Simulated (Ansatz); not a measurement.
The structure in question:

```
Ge
1.0
     5.75997    0.00000    0.00000
     0.00000    5.30173    0.00000
    -1.43391    0.00000    2.49062
Ge
4
Direct
  0.75901 0.00000 0.44496
  0.74099 0.50000 0.55504
  0.25901 0.50000 0.44496
  0.24099 0.00000 0.55504
```

Before looking at a picture, describe the arrangement of atoms.

Answer. The element is germanium. The structure has C2/m (No. 12) symmetry and a base-centred monoclinic lattice. The cell holds four atoms.

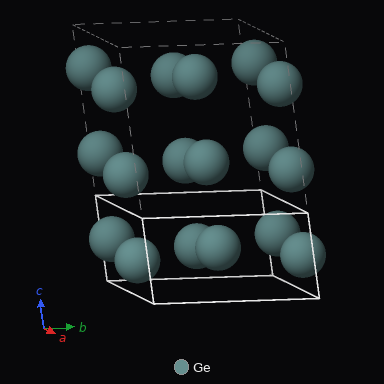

A spheres-only rendering, viewed slightly off an axis. Shown are 1×1×3 repeats of the conventional unit cell, one of them outlined in solid lines.

The cell started as a structure listed in the Materials Project. The cell was then strained or its atoms displaced on purpose. A calculation with Ansatz used it as input.
